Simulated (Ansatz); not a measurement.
Consider Ti₁₁Al₃ (slab).

```cif
data_structure
_symmetry_space_group_name_H-M 'P 1'
_symmetry_Int_Tables_number 1
_cell_length_a 4.6311
_cell_length_b 9.9540
_cell_length_c 23.6817
_cell_angle_alpha 90.000
_cell_angle_beta 90.000
_cell_angle_gamma 90.000
_cell_volume 1091.69
loop_
_atom_site_label
_atom_site_type_symbol
_atom_site_fract_x
_atom_site_fract_y
_atom_site_fract_z
_atom_site_occupancy
Ti1 Ti 0.25000 0.59457 0.32236 1
Ti2 Ti 0.75000 0.40543 0.32236 1
Ti3 Ti 0.75000 0.90111 0.32171 1
Ti4 Ti 0.25000 0.09889 0.32171 1
Ti5 Ti 0.75000 0.67352 0.38091 1
Ti6 Ti 0.25000 0.32648 0.38091 1
Al1 Al 0.75000 0.16370 0.37739 1
Al2 Al 0.25000 0.83630 0.37739 1
Ti7 Ti 0.25000 0.08465 0.43709 1
Ti8 Ti 0.75000 0.91535 0.43709 1
Ti9 Ti 0.75000 0.41195 0.43982 1
Ti10 Ti 0.25000 0.58805 0.43982 1
Ti11 Ti 0.75000 0.16849 0.50000 1
Ti12 Ti 0.25000 0.83151 0.50000 1
Al3 Al 0.75000 0.66657 0.50000 1
Al4 Al 0.25000 0.33343 0.50000 1
Ti13 Ti 0.25000 0.58805 0.56018 1
Ti14 Ti 0.75000 0.41195 0.56018 1
Ti15 Ti 0.75000 0.91535 0.56291 1
Ti16 Ti 0.25000 0.08465 0.56291 1
Ti17 Ti 0.75000 0.67352 0.61909 1
Ti18 Ti 0.25000 0.32648 0.61909 1
Al5 Al 0.75000 0.16370 0.62261 1
Al6 Al 0.25000 0.83630 0.62261 1
Ti19 Ti 0.25000 0.09889 0.67829 1
Ti20 Ti 0.75000 0.90111 0.67829 1
Ti21 Ti 0.75000 0.40543 0.67764 1
Ti22 Ti 0.25000 0.59457 0.67764 1
```

Computed without spin polarisation.

Computed with DFT r2SCAN, scalar-relativistic, plane waves, PAW (Ansatz).

Predict the valence pseudo-density and electron localisation function between the atoms.

Answer. Ti–Al (2.82 Å): ρ at the midpoint is about 0.21 e/Å³; the ELF is about 0.40 at the midpoint.

Metal or insulator at this level of theory?

Answer. It is gapless in this calculation (a metal or semimetal).

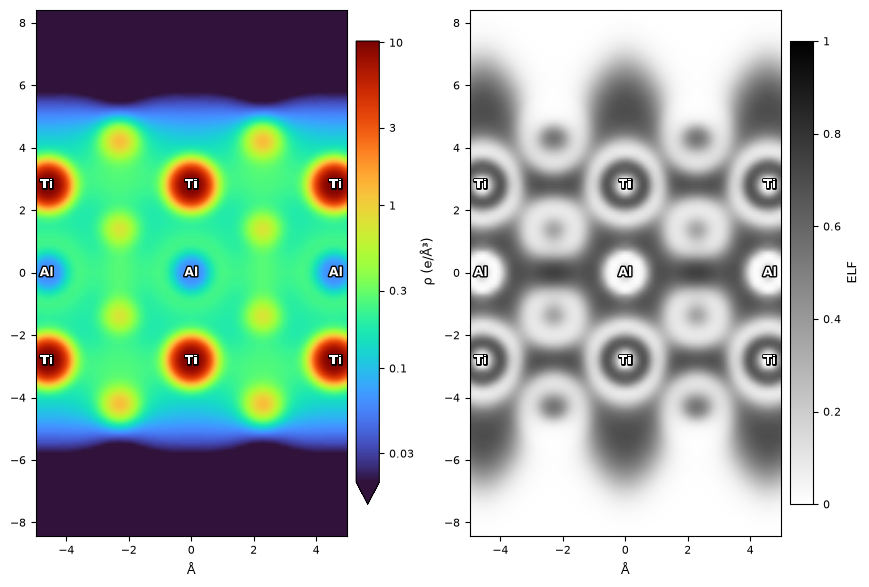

Computed valence pseudo-density and electron localisation function on the (010) plane of the calculation cell, a cut from vacuum to vacuum, in this order. Atoms just off the plane (Ti, 0.8 Å away) can leave unmarked features too.

In a PAW calculation such maps are meaningful between the atoms, not at the nuclei.
